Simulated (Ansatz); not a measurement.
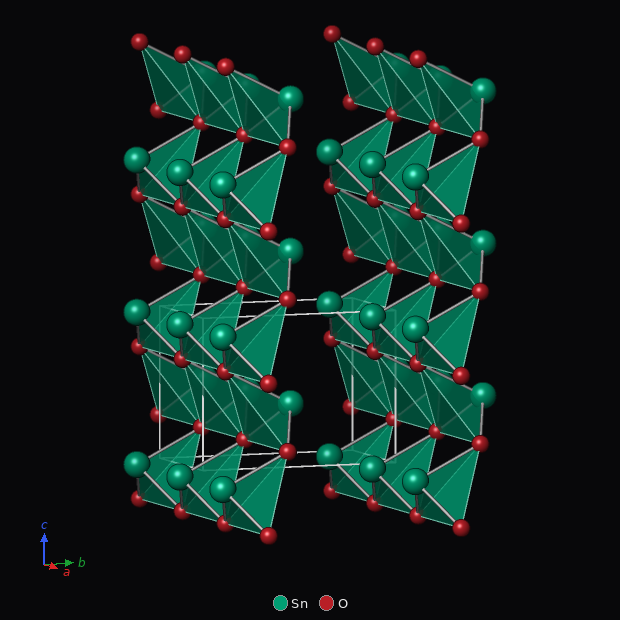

Polyhedra are drawn about Sn (bonds: O–Sn below 2.4 Å); other atoms are plain spheres.

The compound is SnO (space group Pmn2_1, No. 31), taken as the geometry relaxed in a fixed cell with Ansatz 0.2.0, DFT PBE+D3(BJ), scalar-relativistic, plane waves, PAW.

Sharing among the drawn polyhedra:

```
site             polyhedron  corner-sharing neighbours  edge-sharing  face-sharing   bond (Å)
  Sn  SnO3 trigonal pyramid                          6             0             0  2.14–2.15
```

They form layers of corner-sharing trigonal pyramids parallel to (010).
